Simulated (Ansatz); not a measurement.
Run report: TiSi, single-point calculation

- system: TiSi (2 atoms in the cell)
- method: DFT r2SCAN, scalar-relativistic, plane waves, PAW, no spin polarisation (Ansatz 0.2.0)

The structure derives from a Materials Project entry. It belongs to a series of runs on one base structure; here: strain -0.030 along x and y, +0.015 along z, atoms carried along.

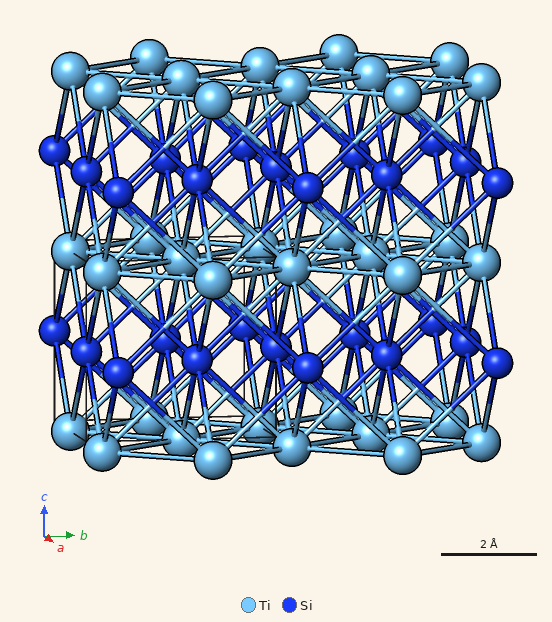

The structure as given in the input (ball-and-stick view of the cell 2 times as large as that of the calculation, set on its symmetry axes, repeated 2 × 2 × 2, seen slightly off an axis). An atom can appear more than once, as a periodic image.

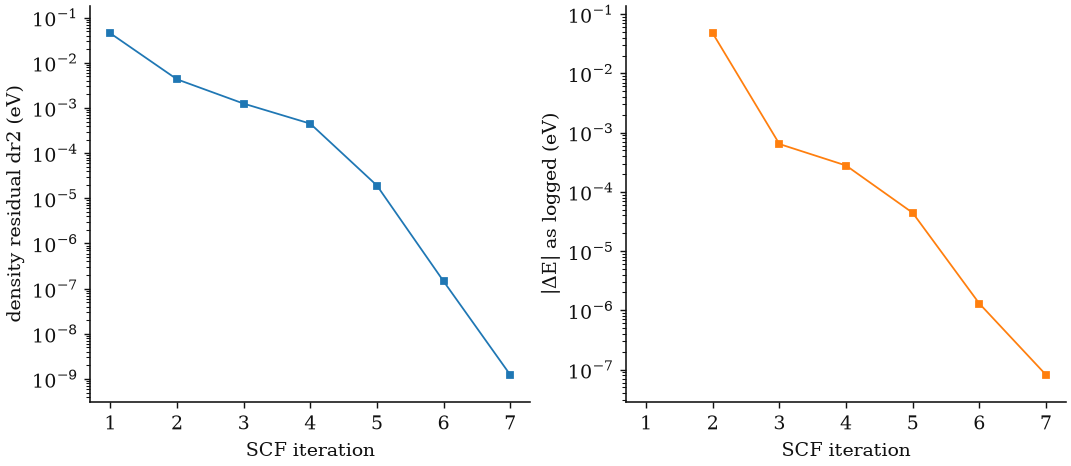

Convergence of the self-consistent field: density residual dr2 and size of the energy change against the SCF iteration. The residual falls at every step.

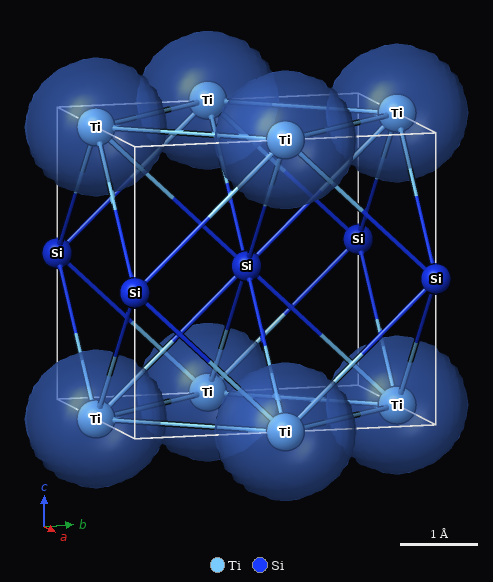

Isosurface of the valence electron density at 0.6 e/Å³ (blue), seen slightly off an axis. Sticks mark near contacts. The outline is the cell set on symmetry axes. At this value the density breaks into separate islands; it holds about 55 % of the electrons treated as valence (semicore included). It is pinched off along the Ti–Si (2.61 Å), Ti–Ti (2.71 Å) and Ti–Si (2.82 Å) contacts. On the grid the lowest density along these lines, outside the cores, is 0.29 e/Å³ (Ti–Si, 2.61 Å), 0.27 e/Å³ (Ti–Ti, 2.71 Å) and 0.22 e/Å³ (Ti–Si, 2.82 Å). Core electrons are frozen (PAW), so the fields are smoothed inside the atomic spheres.

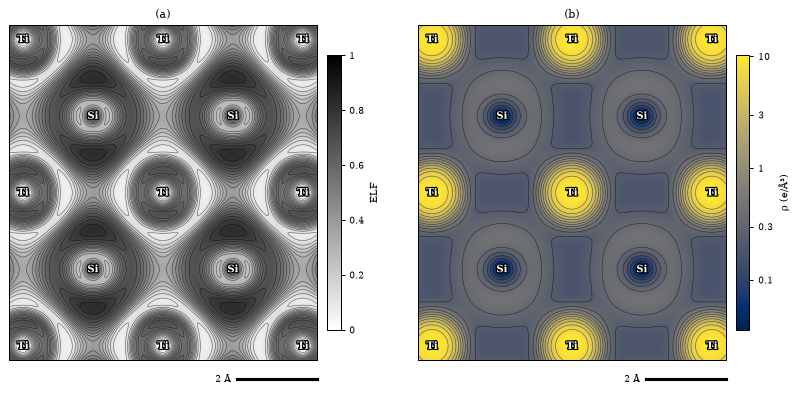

(a) ELF; (b) valence electron density on the (010) plane of the conventional cell. Atoms in the plane: Ti and Si. Ti–Si (2.61 Å): ρ at the midpoint is about 0.3 e/Å³; the ELF is about 0.40 at the midpoint. Away from the nuclei the density in this plane falls to 0.17 e/Å³ at its lowest. The strong features right at Ti lie inside the PAW spheres (semicore, d or f shells) and say nothing about bonding.

The input and output of the run follow.

### The input
```yaml
crystal:
  lattice:
    - [1.76169266, -2.05409528, 0.0]
    - [1.76169266, 2.05409528, 0.0]
    - [0.0, 0.0, 3.86099301]
  atoms:
    - { symbol: Ti, position: [0.5, 0.5, 0.0] }
    - { symbol: Si, position: [0.0, 0.0, 0.5] }
basis:
  ecutwfc: 500
kpoints:
  mp_grid: { grid: [18, 18, 12] }
hamiltonian:
  xc: r2scan
scf:
  occupations: { method: gaussian, width: 0.15 }
output:
  forces: true
  stress: true
  eigenvalues: true
  write_density: true
  write_potential: true
  elf: true
  volumetric_format: npy
```

Launched with:
```bash
ansatz run input.yaml --threads 1 --pin off --max-ram 2560MiB --backend cpu --events-out ev --progress --plain --runs-dir out
```

### The program's output
```
Engine: ansatz 0.2.0, x86_64-unknown-linux-gnu
Pseudopotentials: kind: paw
Pseudopotential: Ti, paw, valence charge 12, recommended cutoff 500 eV (meta_gga), Ti.paw.azcp
Pseudopotential: Si, paw, valence charge 4, recommended cutoff 500 eV (meta_gga), Si.paw.azcp
Functional definition: r2SCAN
  parameter k0 = 0.174
  parameter k1 = 0.065
  parameter a1 = 4.9479
  exchange = r2scan_x(k0 = k0, k1 = k1, a1 = a1)
  correlation = r2scan_c
Crystal: 2 atoms, lattice volume = 27.943 Å³
Basis set: ecut = 500 eV, 719 PW (Γ), exchange–correlation on 80×80×120 points (64 copies of the dense FFT grid, shifted against one another)
Bands: 12, of which v1, the nominal top of the filled ones, is band 8 counted from 1 (7 counted from 0)
Symmetry: 8 space group operations
Space group: Cmmm (ITA 65), of the structure as read, at distance tolerance 3.0e-5 Å
k-points: 637 of 3888
Non-local potential: Ti, projectors of the file, l = 0: 3, l = 1: 2, l = 2: 3, l = 3: 1
Non-local potential: Si, projectors of the file, l = 0: 2, l = 1: 2, l = 2: 2
PAW form: soft (Blöchl's): semilocal exchange-correlation on the pseudo side does not see the compensation charge
PAW frozen core: Ti, regenerated for the run's functional (the file was generated under x = pbe(κ = 0.804, μ = 0.2195149727645171), c = pbe(β = 0.06672455060314922))
PAW frozen core: Si, regenerated for the run's functional (the file was generated under x = pbe(κ = 0.804, μ = 0.2195149727645171), c = pbe(β = 0.06672455060314922))
PAW one-centre angular grid: Ti, 590 points (default); XC on 160 Gauss nodes
PAW one-centre angular grid: Si, 302 points (default); XC on 160 Gauss nodes
Initial density: superposition of atomic densities (neutral atoms: chi_scale 0, normalization atom), corrected by the library's trained network
Initial wavefunctions: pseudopotential atomic-orbital guess
Functional: x = r2scan, c = r2scan; τ floored in thin density (d = 2e-4 eV/Å³)
SCF iter   1: F=—  HF=-3144.447379 eV  |F-HF|=—  |Δ(HF+E_count)|=         —  Δρ=1.37e-2  dr2=4.50e-2  dr2_τ=2.57e-2  ethr=1.77e-3  ⟨swp⟩=5.0  Hψ=42412  notcnv=0
preconditioner: auto → none  [metal: Δε(μ)=0.010 eV  Ē_g=6.993 eV  σ=0.150 eV  W_gap=0.04  n_scr=6 (ndim 8)  ℏωp=19.9 eV  f_vac=0.000  D(μ)=0.93/eV (n_scr^D=6)  sad-step TF]
SCF iter   2: F=—  HF=-3144.494739 eV  |F-HF|=—  |Δ(HF+E_count)|=   4.74e-2  Δρ=4.99e-3  dr2=4.31e-3  dr2_τ=6.31e-4  ethr=2.82e-4  ⟨swp⟩=2.5  Hψ=19483  notcnv=0  defer=2
SCF iter   3: F=—  HF=-3144.495379 eV  |F-HF|=—  |Δ(HF+E_count)|=   6.41e-4  Δρ=2.22e-3  dr2=1.25e-3  dr2_τ=4.73e-5  ethr=2.69e-5  ⟨swp⟩=2.5  Hψ=10776  notcnv=0  defer=2
SCF iter   4: F=—  HF=-3144.495657 eV  |F-HF|=—  |Δ(HF+E_count)|=   2.78e-4  Δρ=1.05e-3  dr2=4.50e-4  dr2_τ=2.51e-5  ethr=7.83e-6  ⟨swp⟩=2.5  Hψ=11417  notcnv=0  defer=2
SCF iter   5: F=—  HF=-3144.495613 eV  |F-HF|=—  |Δ(HF+E_count)|=   4.42e-5  Δρ=2.78e-4  dr2=1.92e-5  dr2_τ=7.39e-7  ethr=2.81e-6  ⟨swp⟩=1.9  Hψ=8806  notcnv=0  defer=2
SCF iter   6: F=—  HF=-3144.495614 eV  |F-HF|=—  |Δ(HF+E_count)|=   1.30e-6  Δρ=2.87e-5  dr2=1.46e-7  dr2_τ=8.86e-9  ethr=1.20e-7  ⟨swp⟩=2.2  Hψ=9813  notcnv=0  defer=2
SCF iter   7: F=-3144.495614 eV  HF=-3144.495614 eV  |F-HF|=5.57e-10  |Δ(HF+E_count)|=   8.15e-8  Δρ=3.16e-6  dr2=1.24e-9  dr2_τ=5.62e-11  ethr=6.25e-10  ⟨swp⟩=8.2  Hψ=44680  notcnv=0
SCF 1 converged in 7 iterations: F = -3144.495614 eV  dr2 = 1.24e-9
  greatest PAW one-centre occupation: 1.002 electrons in one spin orbital (limit 2), on the Ti atom at site 0 (counted from 0), in its partial waves of l = 1
SCF converged after 7 iterations
Free energy (F): -3144.495614 eV
Harris-Foulkes:  -3144.495614 eV  (|F-HF|=5.57e-10)
Internal energy: -3144.484496 eV  (E = F + TS)
E sigma→0 (E₀):  -3144.490055 eV
Entropy (-TS):   -0.011119 eV (-5.559 meV/atom)
Fermi energy:    14.183125 eV
--- Per-component energies (eV) ---
  E_band       = -130.782710
  E_kinetic    = 319.347094
  E_local      = -941.022471  (includes V_loc(G=0)·N_el)
  E_nonlocal   = 32.464124
  E_hartree    = 409.016597
  E_xc         = -147.174385
  E_vxc        = -186.873120  (∫ρ·V_xc dr)
  E_paw        = -1577.101342  (= ΣΔE_a)
  E_vpaw       = -184.111593  (= ΣTr[D̂ρ^β])
  E_aug_tail   = 0.000104  (compensation charges beyond the density's cutoff)
  E_vtau       = 11.380050  (kinetic-family band-sum trace: ∫τ·v_τ [+ j·A + Jᵃ·Aᵃ] dr)
  E_ewald      = -1239.684327
  E_core_change = -0.329890  (= ΣΔE_core)
  E_smearing   = -0.011119  (= −TS)
  E_closure    = 0.000000  (closes the sum)
  Σ components = -3144.495614   (vs F -3144.495614, Δ=0.00e0)
--- Forces (eV/Å), atoms counted from 1 ---
  atom   1  Ti     0.00000000     0.00000000     0.00000000
  atom   2  Si     0.00000000     0.00000000     0.00000000
  max |Σ_I F_I| component: 1.26e-29 eV/Å
--- Stress (GPa, compression-positive) ---
        7.077266      -0.000000       0.000000
       -0.000000       4.022806       0.000000
        0.000000       0.000000       1.166122
  P = ⅓ Tr σ = 4.0887 GPa (40.887 kbar)
--- Band table (eV; the first three rows and the last of 637) ---
  k-point 0: bands = ["-44.8053", "-20.1969", "-19.6528", "-19.5286", "1.3111", "11.3571", "11.7391", "12.8142", "16.1940", "16.9796", "17.7467", "20.4114"]
  k-point 1: bands = ["-44.8052", "-20.1999", "-19.6527", "-19.5285", "1.3781", "10.5868", "12.4138", "12.8313", "16.1073", "16.9306", "17.7527", "20.5951"]
  k-point 2: bands = ["-44.8048", "-20.2083", "-19.6525", "-19.5282", "1.5718", "9.6163", "12.8786", "13.1191", "15.8953", "16.8052", "17.7683", "21.0919"]
  k-point 636: bands = ["-44.6061", "-20.2830", "-20.1615", "-20.0335", "8.8017", "10.0570", "10.5978", "11.3312", "16.5180", "16.7987", "16.9950", "18.3653"]
```

### Summary

| quantity | value |
| --- | --- |
| outcome | converged |
| space group (tolerance 0.01 Å) | Cmmm (65) |
| electrons treated | 16 |
| free energy | −3144.4956 eV |
| Fermi energy | 14.183 eV |
| gap on the k-point mesh | none (metallic) |
| pressure | 4.09 GPa |
| largest force (length of the vector) | under 0.001 eV/Å |
| hardware | 1 thread of Intel Xeon @ 2.50GHz (Skylake/Cascade Lake), 192 GiB of memory available, shared host |
| wall time | 34 s |
| peak memory | 0.63 GiB |
